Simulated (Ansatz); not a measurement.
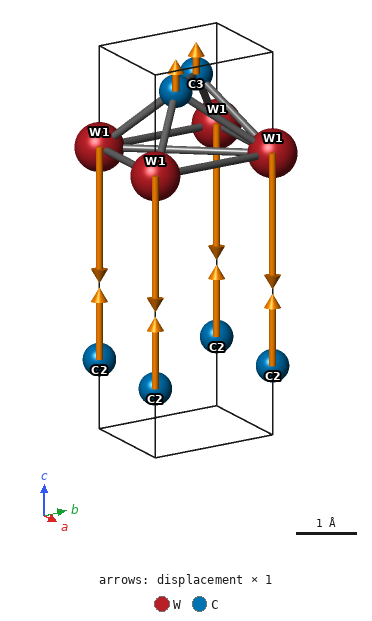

A relaxation of solid WC3 (a generated structure, set up in P6mm) (coarse preliminary run). The starting structure is drawn; orange arrows show the displacements (the part carried along by the change of the cell is left out), at their true length.

The picture is a ball-and-stick view of the cell of the calculation, seen slightly off an axis.

The calculation used DFT PBE, scalar-relativistic, plane waves, PAW in Ansatz 0.2.0.

Input file:
```yaml
crystal:
  lattice:
    - [2.96742933, 0.0, 0.0]
    - [-1.48371466, 2.56986918, 0.0]
    - [0.0, 0.0, 6.5285262]
  atoms:
    - { symbol: W, position: [0.0, 0.0, 0.73570894] }
    - { symbol: C, position: [0.0, 0.0, 0.18064626] }
    - { symbol: C, position: [0.33333333, 0.66666667, 0.9124668] }
    - { symbol: C, position: [0.66666667, 0.33333333, 0.9124668] }
basis:
  ecutwfc: 420
kpoints:
  mp_grid: { grid: [6, 6, 4] }
hamiltonian:
  xc: pbe
scf:
  occupations: { method: gaussian, width: 0.1 }
  lower_state_search: "off"
output:
  forces: true
  stress: true
  eigenvalues: true
relax:
  adjacent_minimum: "off"
  f_tol: 0.04
  max_steps: 70
  cell: { stress_tol: 0.4 }
```

Run as
```bash
ansatz run input.yaml --threads 1 --pin off --max-ram 2560MiB --backend cpu --events-out ev --progress --plain --runs-dir out
```

Atoms of which element are displaced furthest, and by how much?

Tungsten: up to 2.32 Å, against 1.23 Å for carbon.

What happened in the run?

W1 moves most relative to the cell: 2.32 Å along −c. Largest moves by element: W 2.32 Å, C 1.23 Å. Cell: a = b 2.967 → 2.543 Å (−14.3 %), c 6.529 → 10.134 Å (+55.2 %). Volume +14.0 %. Near-neighbour distances that change, for instance: W1–C3 2.066 → 4.888 Å, W1–C2 3.624 → 2.070 Å, W1–W1 2.967 → 2.543 Å, C3–C4 1.713 → 1.468 Å. New bonds form: W1–C2 (3.62 → 2.07 Å). Bonds break: W1–C3 (2.07 → 4.89 Å), W1–C4 (2.07 → 4.89 Å). The space group stays P6mm (No. 183). Over 25 accepted moves (30 points after the start) the energy falls by 1972 meV per atom. The largest force component goes from 6 to 0.0091 eV/Å. The pressure goes from 13.47 to 0.10 GPa. The line search rejected the trial step at point 25 of the run. The SCF was repeated 4 times at an unchanged geometry on a basis and grid sized afresh for the cell, which shifted the energy by 24.5 meV per atom at most.
